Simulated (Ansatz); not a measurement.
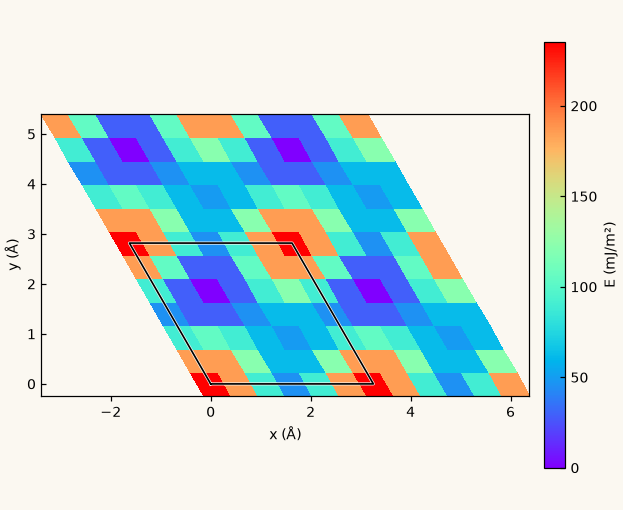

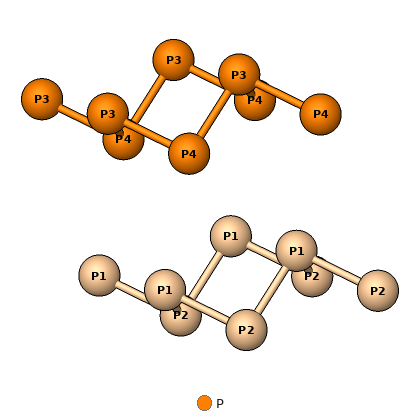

Energy landscape of a bilayer of two P sheets of the honeycomb type (4 atoms in the cell). 
- The upper layer of a bilayer is slid over the lower one; relaxed at each slide: nothing; the origin of the map has P4 above P1; the distance between the facing planes is held at 3.31 Å.
- Places are given modulo a cell vector. The map is drawn in real space over the plane of the slide.
- The grid has 6 × 6 points; 10 points were computed and 26 follow by symmetry.
- Energies: mJ/m², counted from the lowest grid point.
- At a held distance the lowest stacking need not be the one that binds best once the distance relaxes.
- Level of theory: DFT PBE+D3(BJ), scalar-relativistic, plane waves, PAW in Ansatz. Settings: cutoff 420 eV, k-mesh 9×9×1, gaussian smearing 0.05 eV, no spin polarisation.

In the figure: one coloured cell a grid point, the outline of one cell of the 2 × 2 shown. The second picture is the structure at the lowest point; the lower layer is drawn fainter.

Describe this landscape.

The lowest grid point is at (2/6, 4/6) of the cell vectors. The highest grid point, (0/6, 0/6) of the cell vectors, lies 235 mJ/m² above the lowest. Facing atoms of the upper layer at the lowest point: P above P of a deeper plane; at the highest: P above P.

Each point was launched as `ansatz run input.yaml --threads 1 --pin off --max-ram 3072MiB --backend cpu --events-out ev --progress --plain --runs-dir out`. Time for the 10 points that were run: 91 s on 1 thread of Arm Neoverse V1, on a shared host.
